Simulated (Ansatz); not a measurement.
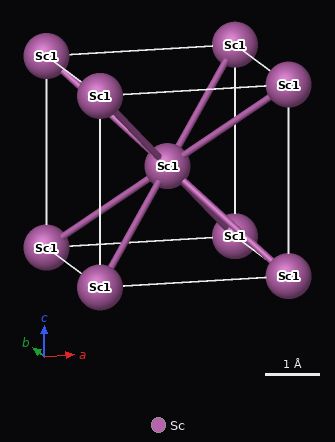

The input geometry (ball-and-stick view of the cell 2 times as large as that of the calculation, set on its symmetry axes, seen slightly off an axis; atoms are numbered from 1 in the order of the input). Near neighbours in the crystal (not all of them lie inside the picture): Sc has 8 Sc at 3.18 Å.

Band-structure calculation, with input and output: Sc

- system: Sc (Im-3m, 1 atom in the cell)
- method: DFT, PBE, all-electron LAPW, scalar-relativistic, no spin polarisation (Ansatz 0.2.0)

Figures and captions count atoms from 1; the log counts them from 0 in places.

## Output
```
Sc: projections on atomic orbitals take those of the free atom 1s2 2s2 2p6 3s2 3p6 3d1 4s2, of charge +0.00 (hamiltonian.pseudopotentials.projection_atoms)
LAPW: plane waves up to 6.760 Å⁻¹, error target 1.0e-3 eV per atom; small_component_spin mean_spin; Sc in spheres of 1.592 Å, 11 of its electrons in bands, Dirac shells [] (how accurate: hamiltonian.pseudopotentials.lapw.basis_error, Limitations)
Engine: ansatz 0.2.0, x86_64-unknown-linux-gnu
Pseudopotentials: kind: all_electron
Pseudopotential: Sc, LAPW, valence charge 11, lapw/all_electron/scalar/gaussian/Sc, Koelling and Harmon's equation, gaussian nucleus
Functional definition: PBE
  parameter kappa = 0.804
  parameter beta = 0.06672455060314922
  exchange = pbe_x(kappa = kappa, mu = beta*pi^2/3)
  correlation = pbe_c(beta = beta)
Crystal: 1 atoms, lattice volume = 24.866 Å³
Basis set: ecut = 174.09128928260748 eV, 135 PW (Γ), exchange–correlation at level 2
Bands: 10, of which v1, the nominal top of the filled ones, is band 6 counted from 1 (5 counted from 0)
Symmetry: 48 space group operations
Space group: Im-3m (ITA 229), of the structure as read, at distance tolerance 2.9e-5 Å
k-points: 84 of 2197
Non-local potential: Sc, projectors of the file, none
Initial density: superposition of atomic densities (chi_scale 0.1, normalization cell)
Initial wavefunctions: plane waves of lowest kinetic energy (no species holds an atomic orbital)
Functional: x = pbe(κ = 0.804, μ = 0.2195149727645171), c = pbe(β = 0.06672455060314922)
iter 1 solved again at ethr=5.28e-4 eV; its pass at ethr=1.00e-1 eV (dr2=5.81e-2 eV) is discarded
SCF iter   1: F=—  HF=-20795.518080 eV  |F-HF|=—  |Δ(HF+E_count)|=         —  Δρ=1.53e-2  dr2=5.83e-2  ethr=5.28e-4  ⟨swp⟩=2.8  Hψ=6202  notcnv=0
preconditioner: auto → none  [metal: Δε(μ)=0.016 eV  Ē_g=4.058 eV  σ=0.050 eV  W_gap=0.08  n_scr=0 (ndim 8)  ℏωp=12.9 eV  f_vac=0.000  D(μ)=2.51/eV (n_scr^D=42)]
iter 2 solved again at ethr=3.39e-5 eV; its pass at ethr=5.28e-4 eV (dr2=3.73e-3 eV) is discarded
SCF iter   2: F=—  HF=-20795.460340 eV  |F-HF|=—  |Δ(HF+E_count)|=   5.77e-2  Δρ=3.96e-3  dr2=3.72e-3  ethr=3.39e-5  ⟨swp⟩=2.0  Hψ=4467  notcnv=0
SCF iter   3: F=—  HF=-20795.459349 eV  |F-HF|=—  |Δ(HF+E_count)|=   9.91e-4  Δρ=2.54e-3  dr2=1.57e-3  ethr=3.38e-5  ⟨swp⟩=2.0  Hψ=2448  notcnv=0
SCF iter   4: F=—  HF=-20795.459623 eV  |F-HF|=—  |Δ(HF+E_count)|=   2.74e-4  Δρ=8.71e-5  dr2=1.22e-6  ethr=1.43e-5  ⟨swp⟩=2.0  Hψ=2447  notcnv=0
SCF iter   5: F=—  HF=-20795.459623 eV  |F-HF|=—  |Δ(HF+E_count)|=   2.40e-7  Δρ=1.61e-5  dr2=6.38e-8  ethr=1.11e-8  ⟨swp⟩=3.0  Hψ=2616  notcnv=0
SCF iter   6: F=-20795.459623 eV  HF=-20795.459623 eV  |F-HF|=1.09e-11  |Δ(HF+E_count)|=   1.40e-7  Δρ=7.06e-7  dr2=6.30e-11  ethr=5.80e-10  ⟨swp⟩=2.0  Hψ=2448  notcnv=0
SCF 1 converged in 6 iterations: F = -20795.459623 eV  dr2 = 6.30e-11
NSCF: frozen V_eff on 57 k-points
SCF converged after 6 iterations
Free energy (F): -20795.459623 eV
Harris-Foulkes:  -20795.459623 eV  (|F-HF|=1.09e-11)
Internal energy: -20795.438373 eV  (E = F + TS)
E sigma→0 (E₀):  -20795.448998 eV
Entropy (-TS):   -0.021250 eV (-21.250 meV/atom)
Fermi energy:    9.576444 eV
--- Per-component energies (eV) ---
  E_band       = -167.065323
  E_kinetic    = 20976.585419
  E_xc         = -1063.312123
  E_electrostatic = -40708.711669  (all electrons and nuclei)
  E_smearing   = -0.021250  (= −TS)
  E_closure    = 0.000000  (closes the sum)
  E_atoms      = -20790.993794  (free atoms, spherical and without spin; not in F)
  Σ components = -20795.459623   (vs F -20795.459623, Δ=0.00e0)
  Basis errors (estimates in eV, not in F): energy 8.8e-5 per atom: plane waves 7.1e-5 (3.7e-5 summed), levels above the bands 2.7e-56, relativity 8.3e-9, radial functions 1.7e-5, core shells 8.1e-9; eigenvalues (radial functions only) 7.8e-7; not estimated: angular momenta, meshes, grids; target (lapw.basis_error) 1.0e-3; muffin-tin radii Sc 1.592 Å
--- Forces (eV/Å), atoms counted from 1 ---
  atom   1  Sc    -0.00000000     0.00000000     0.00000000
  max |Σ_I F_I| component: 3.45e-31 eV/Å
--- Stress (GPa, compression-positive) ---
       -0.000770       0.000000       0.000000
        0.000000      -0.000770       0.000000
        0.000000       0.000000      -0.000770
  P = ⅓ Tr σ = -0.0008 GPa (-0.008 kbar)
--- Band table (eV; the first three rows and the last of 84) ---
  k-point 0: bands = ["-40.0428", "-18.4505", "-18.4505", "-18.4505", "4.3613", "11.0138", "11.0138", "11.0138", "12.4035", "12.4035"]
  k-point 1: bands = ["-40.0393", "-18.4730", "-18.4576", "-18.4505", "4.5178", "10.9362", "10.9829", "11.1286", "12.3148", "12.4078"]
  k-point 2: bands = ["-40.0297", "-18.5351", "-18.4773", "-18.4507", "4.9715", "10.7301", "10.8309", "11.4621", "12.1703", "12.4269"]
  k-point 83: bands = ["-39.9392", "-18.7172", "-18.7131", "-18.7131", "8.3936", "8.4169", "13.1820", "13.1820", "13.3551", "15.3905"]
--- Löwdin populations: 1 site ---
  site symbol       q [e]
     0     Sc     20.8547
  spilling = 0.006919 (of n_electrons = 21.000000)
```

## File dos.tsv
```
# E-E_F[eV]	g_bin_mean(E)[states/eV]	N(E)
# format = ansatz-dos/2
# fermi_ev = 9.576444
# fermi_mp_grid = 13 13 13
# fermi_mp_shift = 0 0 0
# tetrahedron_fermi_ev = 9.584366
# g_bin_mean(E): the states in a bin one row spacing wide, centred on E, divided by that spacing. States that the method places at a single energy (under output.dos.method: tetrahedron, those of a tetrahedron whose four corners have one energy) are counted whole in the row whose bin holds that energy (on the edge of two bins, in the lower row). The sum of g_bin_mean over a run of rows, times the row spacing, is the number of states from half a spacing under the first of them to half a spacing over the last (a plain sum, not the trapezoid rule).
-14.000000	0.000000e0	8.000000e0
-13.800000	0.000000e0	8.000000e0
-13.600000	0.000000e0	8.000000e0
-13.400000	0.000000e0	8.000000e0
-13.200000	0.000000e0	8.000000e0
-13.000000	0.000000e0	8.000000e0
-12.800000	0.000000e0	8.000000e0
-12.600000	0.000000e0	8.000000e0
-12.400000	0.000000e0	8.000000e0
-12.200000	0.000000e0	8.000000e0
-12.000000	0.000000e0	8.000000e0
-11.800000	0.000000e0	8.000000e0
-11.600000	0.000000e0	8.000000e0
-11.400000	0.000000e0	8.000000e0
-11.200000	0.000000e0	8.000000e0
-11.000000	0.000000e0	8.000000e0
-10.800000	0.000000e0	8.000000e0
-10.600000	0.000000e0	8.000000e0
-10.400000	0.000000e0	8.000000e0
-10.200000	0.000000e0	8.000000e0
-10.000000	0.000000e0	8.000000e0
-9.800000	0.000000e0	8.000000e0
-9.600000	0.000000e0	8.000000e0
-9.400000	0.000000e0	8.000000e0
-9.200000	0.000000e0	8.000000e0
-9.000000	0.000000e0	8.000000e0
-8.800000	0.000000e0	8.000000e0
-8.600000	0.000000e0	8.000000e0
-8.400000	0.000000e0	8.000000e0
-8.200000	0.000000e0	8.000000e0
-8.000000	0.000000e0	8.000000e0
-7.800000	0.000000e0	8.000000e0
-7.600000	0.000000e0	8.000000e0
-7.400000	0.000000e0	8.000000e0
-7.200000	0.000000e0	8.000000e0
-7.000000	0.000000e0	8.000000e0
-6.800000	0.000000e0	8.000000e0
-6.600000	0.000000e0	8.000000e0
-6.400000	0.000000e0	8.000000e0
-6.200000	0.000000e0	8.000000e0
-6.000000	0.000000e0	8.000000e0
-5.800000	0.000000e0	8.000000e0
-5.600000	0.000000e0	8.000000e0
-5.400000	0.000000e0	8.000000e0
-5.200000	6.055376e-3	8.000003e0
-5.000000	5.355430e-2	8.005972e0
-4.800000	8.346194e-2	8.019469e0
-4.600000	1.052546e-1	8.038688e0
-4.400000	1.268162e-1	8.061705e0
-4.200000	1.488922e-1	8.089529e0
-4.000000	1.669383e-1	8.121009e0
-3.800000	1.887072e-1	8.156475e0
-3.600000	2.119192e-1	8.196607e0
-3.400000	2.333405e-1	8.241073e0
-3.200000	2.595324e-1	8.290234e0
-3.000000	2.888241e-1	8.345014e0
-2.800000	3.207710e-1	8.405890e0
-2.600000	3.613842e-1	8.473839e0
-2.400000	4.115387e-1	8.550848e0
-2.200000	4.724256e-1	8.638939e0
-2.000000	5.677218e-1	8.741467e0
-1.800000	7.898653e-1	8.872344e0
-1.600000	8.853801e-1	9.047875e0
-1.400000	8.953050e-1	9.225418e0
-1.200000	1.072667e0	9.409154e0
-1.000000	1.428313e0	9.678697e0
-0.800000	9.930462e-1	9.925693e0
-0.600000	7.906742e-1	1.009778e1
-0.400000	7.422388e-1	1.024228e1
-0.200000	1.980800e0	1.044466e1
0.000000	2.699299e0	1.097823e1
0.200000	2.990936e0	1.153816e1
0.400000	2.705839e0	1.214741e1
0.600000	2.046262e0	1.261000e1
0.800000	1.717514e0	1.298485e1
1.000000	1.474307e0	1.329930e1
1.200000	1.258555e0	1.357229e1
1.400000	6.279188e-1	1.378156e1
1.600000	3.776365e-1	1.385555e1
1.800000	6.456007e-1	1.395365e1
2.000000	1.115460e0	1.411671e1
2.200000	1.717323e0	1.441106e1
2.400000	2.050251e0	1.478808e1
2.600000	2.758738e0	1.526707e1
2.800000	3.120543e0	1.586670e1
3.000000	3.450917e0	1.649282e1
3.200000	5.220513e0	1.762984e1
3.400000	2.013554e0	1.813141e1
3.600000	1.462078e0	1.846454e1
3.800000	1.117677e0	1.874311e1
4.000000	8.532533e-1	1.890517e1
4.200000	8.533226e-1	1.909362e1
4.400000	7.168095e-1	1.924589e1
4.600000	6.360403e-1	1.938134e1
4.800000	5.739934e-1	1.950219e1
5.000000	5.101771e-1	1.961045e1
5.200000	4.515924e-1	1.970660e1
5.400000	4.004101e-1	1.979159e1
5.600000	3.358661e-1	1.986531e1
5.800000	2.645930e-1	1.993032e1
6.000000	1.294092e-1	1.996528e1
6.200000	8.317145e-2	1.998448e1
6.400000	3.495824e-2	1.999955e1
6.600000	5.313584e-5	2.000000e1
6.800000	0.000000e0	2.000000e1
7.000000	0.000000e0	2.000000e1
7.200000	0.000000e0	2.000000e1
7.400000	0.000000e0	2.000000e1
7.600000	0.000000e0	2.000000e1
7.800000	0.000000e0	2.000000e1
8.000000	0.000000e0	2.000000e1
```

## File populations.tsv
```
# site	symbol	l	j	q
# orbitals = lowdin
# n_electrons = 21.000000
# spilling = 0.006919
# projection_atom_Sc: 1s2 2s2 2p6 3s2 3p6 3d1 4s2
0	Sc	0_1S	-	1.999982
0	Sc	0_2S	-	1.998931
0	Sc	0_3S	-	1.971012
0	Sc	0_4S	-	0.955687
0	Sc	1_2P	-	5.999981
0	Sc	1_3P	-	5.989820
0	Sc	2_3D	-	1.939297
```

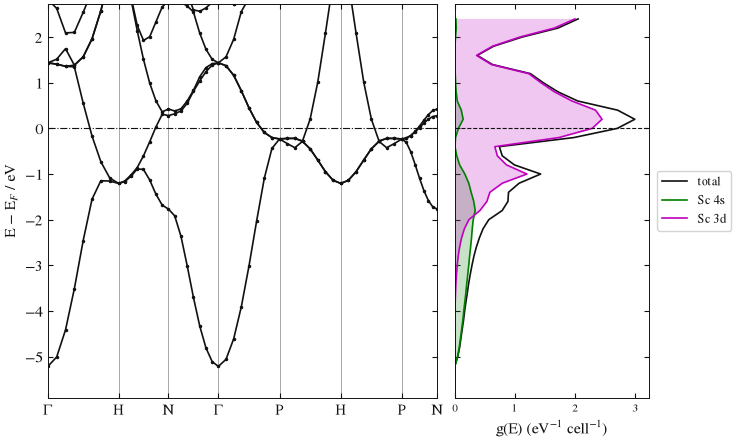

Band structure along Γ–H–N–Γ–P–H–P–N and density of states (projected on atomic shells), with energies from the Fermi level. Bands cross the Fermi level: a metal at this level of theory.

This output came from the following input.

## The input
```yaml
crystal:
  lattice:
    - [-1.8387250818, 1.8387250818, 1.8387250818]
    - [1.8387250818, -1.8387250818, 1.8387250818]
    - [1.8387250818, 1.8387250818, -1.8387250818]
  atoms:
    - { symbol: Sc, position: [0.0, 0.0, 0.0] }
kpoints:
  mp_grid: { grid: [13, 13, 13] }
  band_path:
    path:
      - [0.0, 0.0, 0.0]
      - [0.5, -0.5, 0.5]
      - [0.0, 0.0, 0.5]
      - [0.0, 0.0, 0.0]
      - [0.25, 0.25, 0.25]
      - [0.5, -0.5, 0.5]
      - [0.25, 0.25, 0.25]
      - [0.0, 0.0, 0.5]
    npoints: 8
scf:
  occupations: { method: fermi_dirac, width: 0.05 }
hamiltonian:
  xc: pbe
  pseudopotentials: { kind: all_electron, lapw: { basis_error: 0.001 } }
output:
  forces: true
  stress: true
  eigenvalues: true
  populations: true
  dos: { projected: true, de: 0.2, e_range: [-14, 8] }
```

Run as:
```bash
ansatz run input.yaml --threads 1 --pin off --max-ram 2048MiB --backend cpu --events-out ev --progress --plain --runs-dir out
```

## Key numbers

```tsv
quantity	value
outcome	converged
space group (tolerance 0.01 Å)	Im-3m (229)
electrons in bands (core shells apart)	11
free energy	−20795.4596 eV
Fermi energy	9.576 eV
pressure	0.00 GPa
electronic character	metal
largest force (length of the vector)	under 0.001 eV/Å
hardware	1 thread of an x86-64 CPU, shared host
wall time	4.4 s
peak memory	0.28 GiB
```
